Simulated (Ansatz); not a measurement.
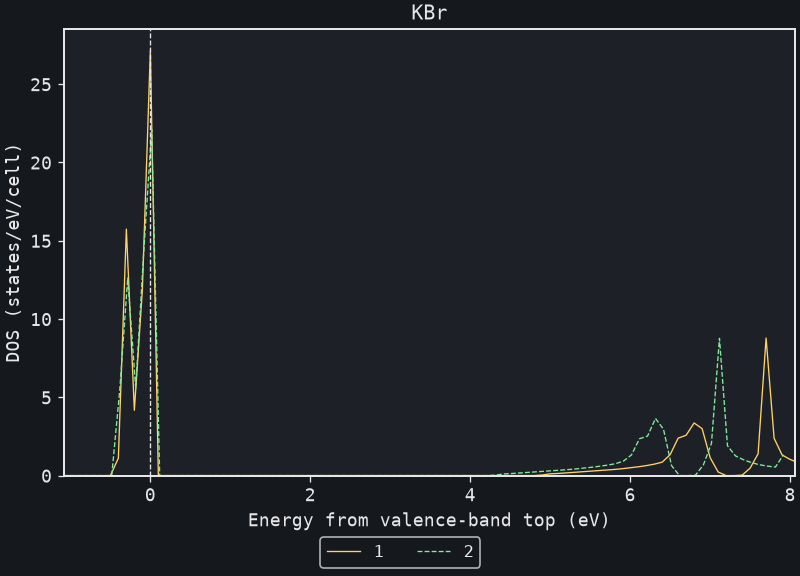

Total densities of states of KBr, space group R3m, 2 atoms in the cell, by two methods on the same cell. Each is counted from its own valence-band top.

Q: Which curve is which? The methods: r2SCAN, PBE.

A: 1 is r2SCAN; 2 is PBE. r2SCAN gives a gap of 4.80 eV and PBE gives a gap of 4.23 eV.

Settings. r2SCAN: DFT r2SCAN, scalar-relativistic, plane waves, PAW, no spin polarisation, 6×6×6 k mesh, 500 eV cutoff, Gaussian smearing of 0.02 eV (Ansatz). PBE: DFT PBE, scalar-relativistic, plane waves, PAW, no spin polarisation, 6×6×6 k mesh, 420 eV cutoff, Gaussian smearing of 0.02 eV (Ansatz).

The structure is an invented one, so it need not be a known or stable phase.
